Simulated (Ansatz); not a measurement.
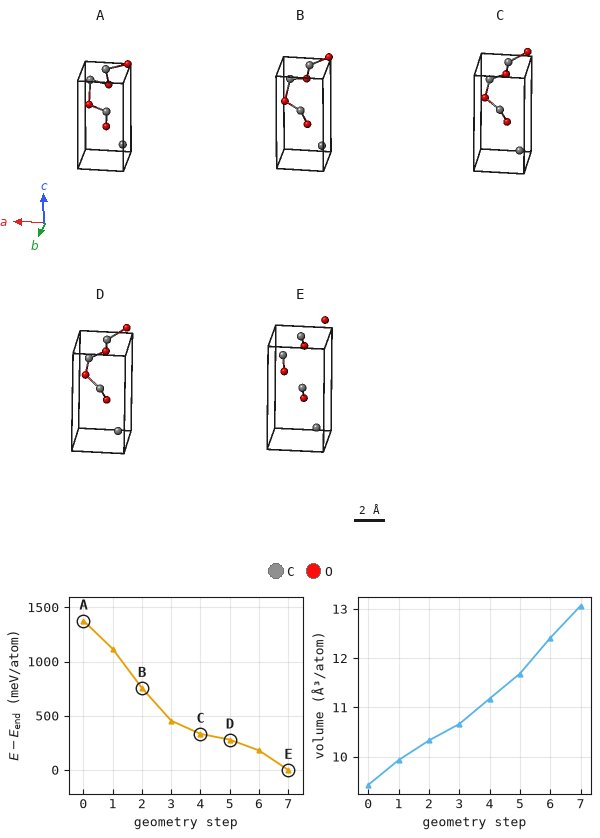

Frames of a relaxation of a crystal of CO (built on the litharge_129 type) (coarse preliminary run), marked on the history of the run. Style: ball-and-stick. Shown: the cell of the calculation, from a free direction.

The calculation used DFT PBE, scalar-relativistic, plane waves, PAW (Ansatz). (plane-wave cutoff 420 eV; k-point mesh 8 × 6 × 4; occupations gaussian; smearing width 0.1 eV; no spin polarisation; cell and atoms relaxed; force threshold 0.015 eV/Å; at most 120 steps)

Q: Describe the path.

A: The run was cut off at its time limit before the relaxation converged, so the last structure is only a point on the way. The largest move relative to the cell is that of an O atom, 0.66 Å roughly along [1 −2 1]. By element the largest moves are O 0.66 Å, C 0.63 Å. The volume changes by +38.6 %, with a 3.158 → 3.898 Å (+23.4 %), b 3.747 → 3.643 Å (−2.8 %), c 6.380 → 7.401 Å (+16.0 %), α 91.5° → 95.9°, β 89.8° → 90.6°, γ 91.6° → 90.8°. Some distances before and after: C–O 1.751 → 2.835 Å, C–O 1.873 → 2.874 Å, C–O 1.964 → 2.934 Å, C–O 1.848 → 2.745 Å. New bonds form: C–O (1.86 → 1.14 Å). The space group stays P1 (No. 1). Over 7 geometry steps the energy falls by 1377 meV per atom. Largest force component: 4.6 eV/Å at the start, 3.8 eV/Å at the end. The pressure goes from 3.99 to 5.07 GPa. From step 0 to 2: a C atom moves most (0.39 Å), volume +9.6 %, energy −621 meV per atom. From step 2 to 4: a C atom moves most (0.30 Å), volume +8.2 %, energy −423 meV per atom. From step 4 to 5: an O atom moves most (0.16 Å), volume +4.6 %, energy −53.1 meV per atom. From step 5 to 7: a C atom moves most (0.41 Å), volume +11.8 %, energy −280 meV per atom.
